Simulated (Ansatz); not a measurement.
Consider AlCo.

The calculation's input:

```
crystal:
  lattice:
    - [0.0, -2.8519024102, 0.0]
    - [0.0, 0.0, -2.8519024102]
    - [9.3057072306, 0.0, 0.0]
  atoms:
    - { symbol: Al, position: [1.0, 1.0, 0.2298357513] }
    - { symbol: Al, position: [1.0, 1.0, 0.5363038509] }
    - { symbol: Al, position: [1.0, 1.0, 0.8427719504] }
    - { symbol: Co, position: [0.5, 0.5, 0.0766017015] }
    - { symbol: Co, position: [0.5, 0.5, 0.3830698011] }
    - { symbol: Co, position: [0.5, 0.5, 0.6895379006] }
basis:
  ecutwfc: 420
kpoints:
  mp_grid: { grid: [21, 21, 7] }
hamiltonian:
  xc: pbe
scf:
  occupations: { method: gaussian, width: 0.15 }
output:
  forces: true
  stress: true
  eigenvalues: true
  write_density: true
  write_potential: true
  elf: true
  volumetric_format: npy
```

Launched as:

```sh
ansatz run input.yaml --threads 2 --pin off --max-ram 5120MiB --backend cpu --events-out ev --progress --plain --runs-dir out
```

Below, planes, directions and counts refer to the conventional cell (a = 2.85 Å, b = 2.85 Å, c = 9.31 Å, α = 90.00°, β = 90.00°, γ = 90.00°).

Space group P4mm; a structure from a database of computed crystals, not necessarily the ambient phase; not relaxed (largest force 1.7 eV/Å); computed pressure about −6 GPa in this cell; computed without spin polarisation.

These are results of DFT PBE, scalar-relativistic, plane waves, PAW (Ansatz 0.2.0), not measurements.

### Predict the valence pseudo-density and electron localisation function between the atoms.

Al–Co (2.47 Å): ρ at the midpoint is about 0.32 e/Å³; the ELF is about 0.40 at the midpoint.

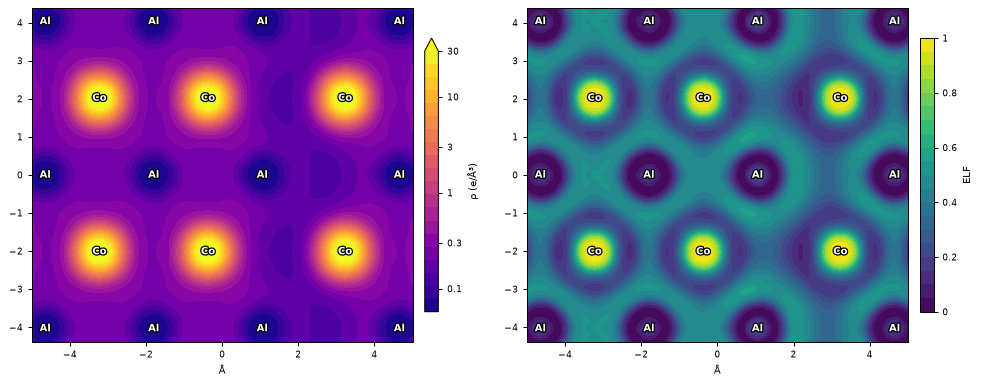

Computed valence pseudo-density and electron localisation function on the (11̄0) plane of the conventional cell, in this order. 

In a PAW calculation such maps are meaningful between the atoms, not at the nuclei.
